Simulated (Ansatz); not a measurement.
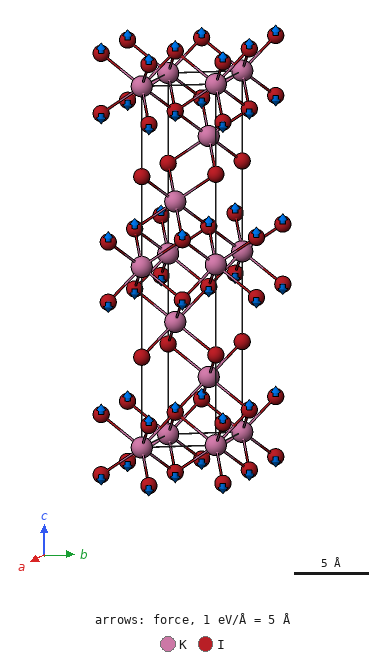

Starting geometry of an interface cell of composition KI with the computed forces as blue arrows. The picture is a ball-and-stick view of the cell of the calculation, seen slightly off an axis.

Case: symmetric tilt boundary Sigma 3 (1 1 1), mirror on a plane, shift [0, 0].

Computed with DFT PBE, scalar-relativistic, plane waves, PAW in Ansatz.

Input file:
```yaml
crystal:
  lattice:
    - [5.0744549618, 0.0, 0.0]
    - [-2.5372274809, 4.3946069073, 0.0]
    - [0.0, 0.0, 24.8596507583]
  atoms:
    - { symbol: K, position: [0.0, 0.0, 0.0] }
    - { symbol: I, position: [0.0, 0.0, 0.25] }
    - { symbol: K, position: [0.3333333333, 0.6666666667, 0.1666666667] }
    - { symbol: I, position: [0.6666666667, 0.3333333333, 0.0833333333] }
    - { symbol: K, position: [0.6666666667, 0.3333333333, 0.3333333333] }
    - { symbol: I, position: [0.3333333333, 0.6666666667, 0.4166666667] }
    - { symbol: I, position: [0.0, 0.0, 0.75] }
    - { symbol: K, position: [0.3333333333, 0.6666666667, 0.8333333333] }
    - { symbol: I, position: [0.6666666667, 0.3333333333, 0.9166666667] }
    - { symbol: K, position: [0.6666666667, 0.3333333333, 0.6666666667] }
    - { symbol: I, position: [0.3333333333, 0.6666666667, 0.5833333333] }
    - { symbol: K, position: [1.0, 0.0, 0.5] }
basis:
  ecutwfc: 420
kpoints:
  mp_grid: { grid: [6, 6, 1] }
hamiltonian:
  xc: pbe
scf:
  occupations: { method: gaussian, width: 0.05 }
output:
  forces: true
  stress: true
  eigenvalues: true
  populations: true
relax:
  adjacent_minimum: "off"
  f_tol: 0.02
  max_steps: 60
  cell: { fix: [a, b, alpha, beta, gamma], stress_tol: 0.1 }
```

Launched with:
```bash
ansatz run input.yaml --threads 2 --pin off --max-ram 5120MiB --backend cpu --events-out ev --progress --plain --runs-dir out
```

### Is this structure relaxed? If not, where do the atoms go?

It isn't relaxed: the largest force vector, on I atoms, is 0.15 eV/Å. The atoms end up moving mostly along the starting forces (cosine between the two patterns 0.93). The energy falls by 36.5 meV per cell of the calculation in 2 accepted moves (3 points after the start). Largest force component: 0.15 eV/Å at the start, 0.0019 eV/Å at the end. The pressure goes from 0.12 to −0.09 GPa. The SCF was repeated once at an unchanged geometry on a basis and grid sized afresh for the cell, which shifted the energy by 0.4 meV per cell of the calculation at most. The largest moves relative to the cell, 0.069 Å, are those of I4, I6, I9 and I11. I11 goes along +c. By element the largest moves are I 0.069 Å, K 0.038 Å. The drawn cell changes as follows: a = b unchanged at 5.074 Å, c 24.860 → 25.284 Å (+1.7 %); the volume changes by +1.7 %. Some distances before and after: I11–K12 3.588 → 3.650 Å. Bond angles that change, for instance: I4–K1–I9 70.5° → 73.2°. The run took 59 s on 2 threads of Arm Neoverse V1 (shared host), peak memory 1.1 GiB.
